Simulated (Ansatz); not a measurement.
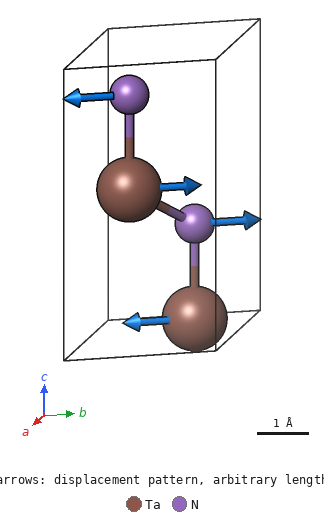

The lowest optical mode of crystalline TaN, space group P6₃mc (No. 186), at the zone centre. The blue arrows are the displacements of the atoms (eigenvector over the root of the mass), of arbitrary overall length and sign. Style: ball-and-stick. Shown: the cell of the calculation, slightly off an axis.

These are results of DFT PBEsol, scalar-relativistic, plane waves, PAW in Ansatz 0.2.0, not measurements. Set-up: plane-wave cutoff 420 eV; k-point mesh 18 × 18 × 8; occupations fermi dirac; smearing width 0.15 eV; no spin polarisation.

The frequencies depend somewhat on the k-mesh and the smearing.

Question: Is the structure stable against all modes at this point?

Answer: Yes: this softest mode has a real frequency, and so have all others here. That speaks for this wave vector alone: the rest of the zone wasn't checked in this run. This is the E₂ mode (doubly degenerate; one member of the set is drawn) at 10.2 meV, the lowest optical level, Raman-active by symmetry. All motion is along b; atoms of one kind move against one another, with no net shift of any sublattice; it mainly bends the Ta–Ta, N–Ta bonds; the kinetic energy is shared as Ta 92 %, N 8 %.
